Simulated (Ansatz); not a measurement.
Pt6H: single-point calculation (part 1 of 2)

- system: Pt6H (slab, 14 atoms in the cell)
- method: DFT PBE, scalar-relativistic, plane waves, PAW, PAW set soft_1, no spin polarisation (Ansatz 0.2.0)

The structure derives from an entry of the Crystallography Open Database. Figures and captions count atoms from 1; the log counts them from 0 in places.

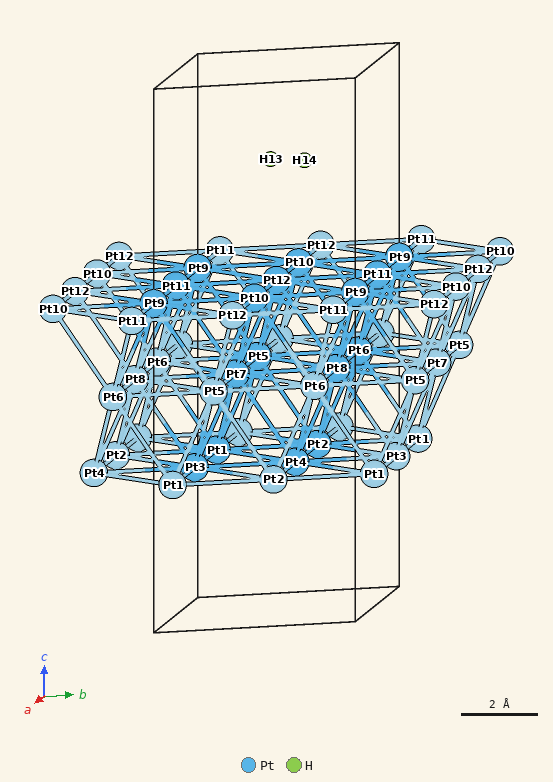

Fig. 1: The structure as given in the input (ball-and-stick view of the cell of the calculation, with the vacuum cut short, seen slightly off an axis; neighbours outside the cell are drawn fainter; atoms are numbered from 1 in the order of the input). An atom can appear more than once, as a periodic image.

Input file
```yaml
crystal:
  lattice:
    - [5.6143281343, 0.0, 0.0]
    - [-2.8071640672, 4.8621507895, 0.0]
    - [0.0, 0.0, 22.6192653717]
  atoms:
    - { symbol: Pt, position: [0.3333333333, 0.1666666667, 0.1768404028] }
    - { symbol: Pt, position: [0.3333333333, 0.6666666667, 0.1768404028] }
    - { symbol: Pt, position: [0.8333333333, 0.1666666667, 0.1768404028] }
    - { symbol: Pt, position: [0.8333333333, 0.6666666667, 0.1768404028] }
    - { symbol: Pt, position: [0.1666666667, 0.3333333333, 0.2789526245] }
    - { symbol: Pt, position: [0.1666666667, 0.8333333333, 0.2789526245] }
    - { symbol: Pt, position: [0.6666666667, 0.3333333333, 0.2789526245] }
    - { symbol: Pt, position: [0.6666666667, 0.8333333333, 0.2789526245] }
    - { symbol: Pt, position: [0.0, 0.0, 0.3810585901] }
    - { symbol: Pt, position: [0.0, 0.5, 0.3810585901] }
    - { symbol: Pt, position: [0.5, 0.0, 0.3810585901] }
    - { symbol: Pt, position: [0.5, 0.5, 0.3810585901] }
    - { symbol: H, position: [0.2027472491, 0.4054944982, 0.5136888922] }
    - { symbol: H, position: [0.2972527509, 0.5945055018, 0.5136888922] }
basis:
  ecutwfc: 420
kpoints:
  mp_grid: { grid: [6, 6, 1] }
hamiltonian:
  xc: pbe
  pseudopotentials: { kind: paw, azcp: { folder: soft_1 } }
scf:
  occupations: { method: gaussian, width: 0.1 }
output:
  forces: true
  eigenvalues: true
  write_density: true
  write_potential: true
  elf: true
  volumetric_format: npy
efield:
  axis: 3
  dipole_correction: true
  ramp_width: 0.04
```

Hardware: 4 threads of Arm Neoverse N1, 98 GiB of memory available, shared host.

Launch command:
```bash
ansatz run input.yaml --threads 4 --pin off --max-ram 12288MiB --backend cpu --events-out ev --progress --plain --runs-dir out
```

Output
```
Engine: ansatz 0.2.0, aarch64-unknown-linux-gnu
Pseudopotentials: kind: paw
Pseudopotential: Pt, paw, valence charge 18, recommended cutoff 420 eV (normal), [file]
Pseudopotential: H, paw, valence charge 1, recommended cutoff 420 eV (normal), [file]
Functional definition: PBE
  parameter kappa = 0.804
  parameter beta = 0.06672455060314922
  exchange = pbe_x(kappa = kappa, mu = beta*pi^2/3)
  correlation = pbe_c(beta = beta)
Crystal: 14 atoms, lattice volume = 617.454 Å³
Basis set: ecut = 420 eV, 12111 PW (Γ), exchange–correlation on 80×80×320 points (8 copies of the dense FFT grid, shifted against one another)
Bands: 131, of which v1, the nominal top of the filled ones, is band 109 counted from 1 (108 counted from 0)
Symmetry: 2 space group operations
Space group: Cm (ITA 8), of the structure as read, at distance tolerance 8.5e-5 Å
k-points: 13 of 36 (time reversal used)
Non-local potential: Pt, projectors of the file, l = 0: 3, l = 1: 2, l = 2: 2, l = 3: 1
Non-local potential: H, projectors of the file, l = 0: 2, l = 1: 1
PAW form: soft (Blöchl's): semilocal exchange-correlation on the pseudo side does not see the compensation charge
PAW one-centre angular grid: Pt, 590 points (default); XC on 64 Gauss nodes
PAW one-centre angular grid: H, 110 points (default); XC on 64 Gauss nodes
Initial wavefunctions: pseudopotential atomic-orbital guess
Functional: x = pbe(κ = 0.804, μ = 0.2195149727645171), c = pbe(β = 0.06672455060314922)
SCF iter   1: F=—  HF=-150327.351459 eV  |F-HF|=—  |Δ(HF+E_count)|=         —  Δρ=5.16e-2  dr2=1.83e1  ethr=3.10e-3  p=-0.000 e·Å  D=-3.79e-6 V/Å  ΔV_dip=0.00 eV  dr2_dipole=5.64e-3  V_vac-E_F(+/−)=4.83/4.83 eV  ⟨swp⟩=7.2  Hψ=6712  notcnv=0  defer=39
efield: sawtooth ramp at fractional position 0.8253 (placed from the atoms, in the widest stretch of the axis that holds none; the zero of the levels goes with the place), width 0.0400; the density the first Hamiltonian is built on has a dipole p = -0.000 e·Å; the dipole correction subtracts the counter field D = -3.79e-6 V/Å, which shifts the + side's vacuum level by +0.00 eV against the − side's; the planar-averaged density in the ramp window peaks in size at 5.0e-6 e/Å³
preconditioner: auto → LDOS  [metal: Δε(μ)=0.071 eV  Ē_g=6.525 eV  σ=0.100 eV  W_gap=0.35  n_scr=112 (ndim 8)  ℏωp=16.5 eV  f_vac=0.604  D(μ)=16.34/eV (n_scr^D=92)  β→1.0]
SCF iter   2: F=—  HF=-150326.550682 eV  |F-HF|=—  |Δ(HF+E_count)|=   8.01e-1  Δρ=4.59e-2  dr2=1.27e1  ethr=3.10e-3  p=0.016 e·Å  D=4.77e-3 V/Å  ΔV_dip=-0.11 eV  dr2_dipole=1.03e-2  V_vac-E_F(+/−)=6.38/6.49 eV  ⟨swp⟩=3.0  Hψ=4341  notcnv=0  defer=162
SCF iter   3: F=—  HF=-150322.783345 eV  |F-HF|=—  |Δ(HF+E_count)|=    3.77e0  Δρ=7.92e-3  dr2=7.10e-1  ethr=3.10e-3  p=0.040 e·Å  D=1.17e-2 V/Å  ΔV_dip=-0.26 eV  dr2_dipole=6.47e-5  V_vac-E_F(+/−)=5.50/5.77 eV  ⟨swp⟩=2.0  Hψ=3309  notcnv=0  defer=161
SCF iter   4: F=—  HF=-150322.697632 eV  |F-HF|=—  |Δ(HF+E_count)|=   8.57e-2  Δρ=2.78e-3  dr2=2.58e-1  ethr=3.25e-4  p=0.026 e·Å  D=7.53e-3 V/Å  ΔV_dip=-0.17 eV  dr2_dipole=6.68e-5  V_vac-E_F(+/−)=5.61/5.78 eV  ⟨swp⟩=2.0  Hψ=2838  notcnv=0  defer=158
SCF iter   5: F=—  HF=-150322.688220 eV  |F-HF|=—  |Δ(HF+E_count)|=   9.41e-3  Δρ=2.23e-3  dr2=6.80e-2  ethr=1.18e-4  p=0.025 e·Å  D=7.22e-3 V/Å  ΔV_dip=-0.16 eV  dr2_dipole=2.15e-5  V_vac-E_F(+/−)=5.67/5.83 eV  ⟨swp⟩=1.9  Hψ=1717  notcnv=0  defer=158
SCF iter   6: F=—  HF=-150322.683059 eV  |F-HF|=—  |Δ(HF+E_count)|=   5.16e-3  Δρ=7.13e-4  dr2=3.81e-3  ethr=3.12e-5  p=0.023 e·Å  D=6.78e-3 V/Å  ΔV_dip=-0.15 eV  dr2_dipole=2.26e-6  V_vac-E_F(+/−)=5.65/5.81 eV  ⟨swp⟩=1.7  Hψ=1645  notcnv=0  defer=158
SCF iter   7: F=—  HF=-150322.683292 eV  |F-HF|=—  |Δ(HF+E_count)|=   2.33e-4  Δρ=1.60e-4  dr2=1.74e-4  ethr=1.75e-6  p=0.025 e·Å  D=7.28e-3 V/Å  ΔV_dip=-0.16 eV  dr2_dipole=6.86e-7  V_vac-E_F(+/−)=5.64/5.81 eV  ⟨swp⟩=2.6  Hψ=2854  notcnv=0  defer=158
SCF iter   8: F=—  HF=-150322.683378 eV  |F-HF|=—  |Δ(HF+E_count)|=   8.63e-5  Δρ=5.75e-5  dr2=4.67e-5  ethr=7.98e-8  p=0.026 e·Å  D=7.50e-3 V/Å  ΔV_dip=-0.17 eV  dr2_dipole=3.61e-6  V_vac-E_F(+/−)=5.64/5.81 eV  ⟨swp⟩=2.7  Hψ=2793  notcnv=0  defer=158
SCF iter   9: F=—  HF=-150322.682906 eV  |F-HF|=—  |Δ(HF+E_count)|=   4.72e-4  Δρ=2.52e-5  dr2=9.21e-6  ethr=2.14e-8  p=0.025 e·Å  D=7.44e-3 V/Å  ΔV_dip=-0.17 eV  dr2_dipole=4.48e-7  V_vac-E_F(+/−)=5.65/5.81 eV  ⟨swp⟩=2.1  Hψ=2371  notcnv=0  defer=158
SCF iter  10: F=—  HF=-150322.682906 eV  |F-HF|=—  |Δ(HF+E_count)|=   2.34e-8  Δρ=1.13e-5  dr2=1.94e-6  ethr=4.23e-9  p=0.025 e·Å  D=7.42e-3 V/Å  ΔV_dip=-0.17 eV  dr2_dipole=2.99e-7  V_vac-E_F(+/−)=5.65/5.81 eV  ⟨swp⟩=2.3  Hψ=2366  notcnv=0  defer=158
SCF iter  11: F=—  HF=-150322.682906 eV  |F-HF|=—  |Δ(HF+E_count)|=   3.03e-7  Δρ=5.34e-6  dr2=4.77e-7  ethr=8.91e-10  p=0.025 e·Å  D=7.40e-3 V/Å  ΔV_dip=-0.17 eV  dr2_dipole=4.22e-8  V_vac-E_F(+/−)=5.65/5.81 eV  ⟨swp⟩=2.2  Hψ=2229  notcnv=0  defer=158
SCF iter  12: F=—  HF=-150322.682907 eV  |F-HF|=—  |Δ(HF+E_count)|=   5.61e-8  Δρ=2.96e-6  dr2=1.19e-7  ethr=2.19e-10  p=0.025 e·Å  D=7.39e-3 V/Å  ΔV_dip=-0.17 eV  dr2_dipole=4.37e-9  V_vac-E_F(+/−)=5.65/5.81 eV  ⟨swp⟩=1.5  Hψ=1744  notcnv=0  defer=158
SCF iter  13: F=-150322.682907 eV  HF=-150322.682907 eV  |F-HF|=1.11e-8  |Δ(HF+E_count)|=   4.17e-8  Δρ=1.34e-6  dr2=2.23e-8  ethr=4.59e-11  p=0.025 e·Å  D=7.39e-3 V/Å  ΔV_dip=-0.17 eV  dr2_dipole=1.35e-11  V_vac-E_F(+/−)=5.65/5.81 eV  ⟨swp⟩=21.5  Hψ=13583  notcnv=0
SCF 1 converged in 13 iterations: F = -150322.682907 eV  dr2 = 2.23e-8
  greatest PAW one-centre occupation: 1.000 electrons in one spin orbital (limit 2), on the Pt atom at site 6 (counted from 0), in its partial waves of l = 0
```

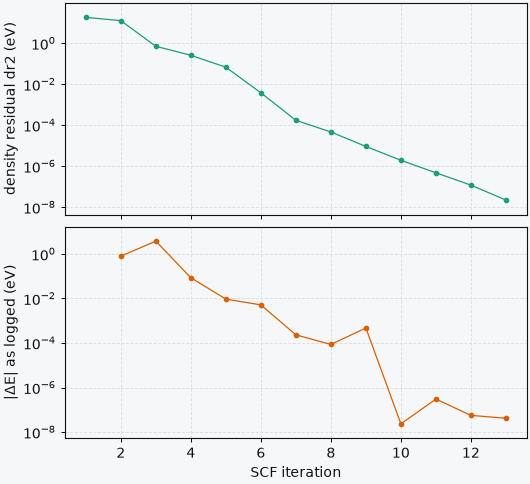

Fig. 2: Convergence of the self-consistent field: density residual dr2 and size of the energy change against the SCF iteration. The residual falls at every step.

```
WARN: The output density's exchange-correlation potential varies sharply where the density is thin. Do not read a vacuum level from v_tot or v_xc, or from such a field of the output density. On a cell that repeats whose density bears no net charge and no dipole along the vacuum's axis use v_es (v_loc + v_h of the components); under efield.dipole_correction with no amplitude use v_es + v_field, which holds any external_charges[].barrier, or the levels of the report's work_function block, which leave it out; under a non-zero efield.amplitude the vacuum is tilted and has no level; on a cell that repeats and bears such a dipole with no correction it is tilted too, and efield.dipole_correction with no amplitude gives each side of its ramp a level where efield: is served; in a cell that repeats whose density bears a net charge (total_charge, or a fill off its count) it is curved and has none; of a slab under crystal.periodic whose density bears no net charge use v_es, which has a level on each side, short of where the two are joined; of another it falls or rises all the way out and has none; of a slab beside external_charges read slab_vacuum_level instead, which it has where they leave it neutral. The grid or the basis barely resolves most such structure, and the values can differ between equally converged runs; as a rule a tighter scf.convergence.dr2_threshold does not remove it. Where the density itself ripples (under the LDA too) a higher basis.ecutwfc lessens it. The files hold the spikes' plane waves up to the density's cutoff. Files: v_tot_of_output_density and the like, and their columns of v_z.tsv (output.write_potential); v_xc_of_output_density and the like, and their columns of v_comp_z.tsv (output.write_potential_components). Measured: with its Gaussian average of σ = 0.25 Å subtracted twice, the exchange-correlation potential is over 0.1 eV at 531 of the grid points where the equally averaged density (valence and model cores) is under 1e-3 e/Å³, and 0.396 eV at the most among them, at an averaged density of 4.8e-4 e/Å³. The input density's (outcome.potential() and, of a run that writes arrays, v_tot and v_xc) is over 0.1 eV, so measured, at 533 points of its own thin density, 0.396 eV at the most. See output.write_potential in the manual, Limitations
SCF converged after 13 iterations
Free energy (F): -150322.682907 eV
Harris-Foulkes:  -150322.682907 eV  (|F-HF|=1.11e-8)
Internal energy: -150322.521025 eV  (E = F + TS)
E sigma→0 (E₀):  -150322.601966 eV
Entropy (-TS):   -0.161882 eV (-11.563 meV/atom)
Fermi energy:    2.811988 eV
Dipole field:    D = 0.007383 V/Å  (p = 0.025192 e·Å, saw-weighted, corrected)
Work function:   Φ+ = 5.6463 eV   Φ− = 5.8132 eV
Levels:          The Fermi level and band energies are counted from a zero that moves with the ramp; work functions are not
--- Per-component energies (eV) ---
  E_band       = -5857.428264
  E_kinetic    = 7162.048420
  E_local      = -307801.746055  (includes V_loc(G=0)·N_el)
  E_nonlocal   = 2446.860049
  E_hartree    = 149699.546006
  E_xc         = -2789.091244
  E_vxc        = -3256.339783  (∫ρ·V_xc dr)
  E_paw        = -113805.668169  (= ΣΔE_a)
  E_vpaw       = -3809.686134  (= ΣTr[D̂ρ^β])
  E_aug_tail   = 0.012031  (compensation charges beyond the density's cutoff)
  E_efield     = 0.000093  (sawtooth field / dipole correction)
  E_vefield    = 2.335948  (∫n·V_field dr)
  E_ewald      = 114765.517844
  E_smearing   = -0.161882  (= −TS)
  E_closure    = 0.000000  (closes the sum)
  Σ components = -150322.682907   (vs F -150322.682907, Δ=0.00e0)
--- Forces (eV/Å), atoms counted from 1 ---
  atom   1  Pt    -0.00471027     0.00014181     0.00023565
  atom   2  Pt     0.00000000    -0.00327928    -0.00205442
  atom   3  Pt     0.00471027     0.00014181     0.00023565
  atom   4  Pt    -0.00000000     0.00472392    -0.00516974
  atom   5  Pt     0.00000000    -0.00183543    -0.01277711
  atom   6  Pt     0.00361767    -0.00130115    -0.00115427
  atom   7  Pt    -0.00000000     0.00319011    -0.02316792
  atom   8  Pt    -0.00361767    -0.00130115    -0.00115427
  atom   9  Pt     0.00000000    -0.00595451    -0.00494039
  atom  10  Pt    -0.00781650     0.00444481    -0.00417589
  atom  11  Pt     0.00000000    -0.00346226    -0.00499357
  atom  12  Pt     0.00781650     0.00444481    -0.00417589
  atom  13  H     -0.00000000     3.45187236     0.03169771
  atom  14  H      0.00000000    -3.45182572     0.03160972
  max |Σ_I F_I| component: 1.53e-5 eV/Å
--- Band table (eV; the first three rows and the last of 13) ---
```
